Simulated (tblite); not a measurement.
# Single-point calculation of AlAs

The run: single-point calculation of AlAs (F-43m, 2 atoms in the cell). Method and program: with the settings of its input (tblite 0.8.0).

The structure was built on a prototype by a generator. Some settings of this run were made unusual or wrong on purpose. The geometry comes from this level: r2SCAN.

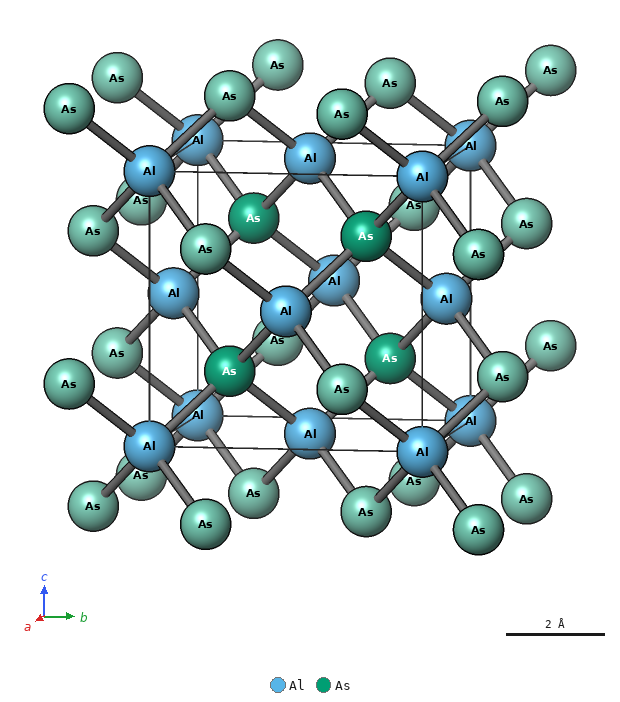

**Figure 1.** The structure as given in the input (ball-and-stick view of the cell 4 times as large as that of the calculation, set on its symmetry axes, seen slightly off an axis; neighbours outside the cell are drawn fainter). Near neighbours in the crystal (not all of them lie inside the picture): Al has 4 As at 2.46 Å; As has 4 Al at 2.46 Å.

The input:
```python
import json
from ase import Atoms
from ase.build import make_supercell
from ase.units import Bohr, GPa, Hartree
from tblite.interface import Calculator

atoms = Atoms(['Al', 'As'],
              cell=[[0.0, 2.83892464, 2.83892464], [2.83892464, 0.0, 2.83892464], [2.83892464, 2.83892464, 0.0]],
              scaled_positions=[[0.0, 0.0, 0.0], [0.25, 0.25, 0.25]],
              pbc=True)
cluster = make_supercell(atoms, [[-1, 1, 1], [-1, -1, 1], [1, -1, 1]])
calc = Calculator('GFN1-xTB', cluster.numbers, cluster.positions / Bohr, lattice=cluster.cell[:] / Bohr, periodic=cluster.pbc)
calc.set('temperature', 0.02 / Hartree)
calc.set('max-iter', 150)
res = calc.singlepoint()
levels = res.get('orbital-energies') * Hartree
nv = round(res.get('orbital-occupations').sum() / 2)
cells = len(cluster) // len(atoms)
out = {'energy_per_cell': res.get('energy') * Hartree / cells, 'homo': levels[nv - 1], 'lumo': levels[nv],
       'stress': (-res.get('virial') * Hartree / cluster.get_volume() / GPa).tolist(), 'charges': res.get('charges')[:len(atoms)].tolist(), 'electrons': 2 * nv / cells}
json.dump(out, open('results.json', 'w'))
for key, value in out.items():
    print(key, value)
```

Command:
```bash
python run.py
```

Output:
```
------------------------------------------------------------
  cycle        total energy    energy error   density error
------------------------------------------------------------
      1     -14.47852729034  -1.4463588E+01   5.0435995E-01
      2     -14.04401547920   4.3451181E-01   3.2958447E-01
      3     -13.99953578865   4.4479691E-02   4.4244059E-01
      4     -14.59339420993  -5.9385842E-01   1.2195972E-01
      5     -14.60942237826  -1.6028168E-02   9.5983938E-02
      6     -14.39139933191   2.1802305E-01   3.0468273E-01
      7     -14.39982558954  -8.4262576E-03   2.8533011E-01
      8     -14.61005402346  -2.1022843E-01   9.4564707E-02
      9     -14.60256185769   7.4921658E-03   1.1047750E-01
     10     -14.62740317053  -2.4841313E-02   4.8719894E-02
     11     -14.63228678514  -4.8836146E-03   2.5642427E-02
     12     -14.63259469999  -3.0791486E-04   2.3412093E-02
     13     -14.63413336585  -1.5386659E-03   4.9418881E-03
     14     -14.63414777565  -1.4409801E-05   4.4397858E-03
     15     -14.63420412359  -5.6347940E-05   6.8513819E-04
     16     -14.63420355990   5.6369154E-07   8.1294274E-04
     17     -14.63420545815  -1.8982504E-06   1.0784625E-04
     18     -14.63420549208  -3.3933786E-08   7.2382204E-06
------------------------------------------------------------

 total:                                   0.588 sec
energy_per_cell -99.55425370123444
homo -8.086989604177248
lumo -8.086989604177225
stress [[18.37833979641094, 2.4729591584775197e-08, -2.4727440921115e-08], [2.4729591394252656e-08, 18.378339796411073, -2.4737310661165468e-08], [-2.4727440104139443e-08, -2.47373112004134e-08, 18.37833979641252]]
charges [-0.009201655393416483, 0.009201778058651744]
electrons 8.0
```

What the run reported:

| quantity | value |
| --- | --- |
| outcome | converged |
| space group (tolerance 0.01 Å) | F-43m (216) |
| electrons treated | 8 |
| total energy | −99.5543 eV |
| band gap | none (metallic) |
| pressure | 18.38 GPa |
| hardware | 1 thread of Arm Neoverse V1, 112 GiB of memory available, shared host |
| wall time | 1.3 s |
| peak memory | 0.095 GiB |

Diagnosis:

Some settings of this run were drawn to be unusual or wrong. It converged; results that depend on the unusual settings are not reference values.
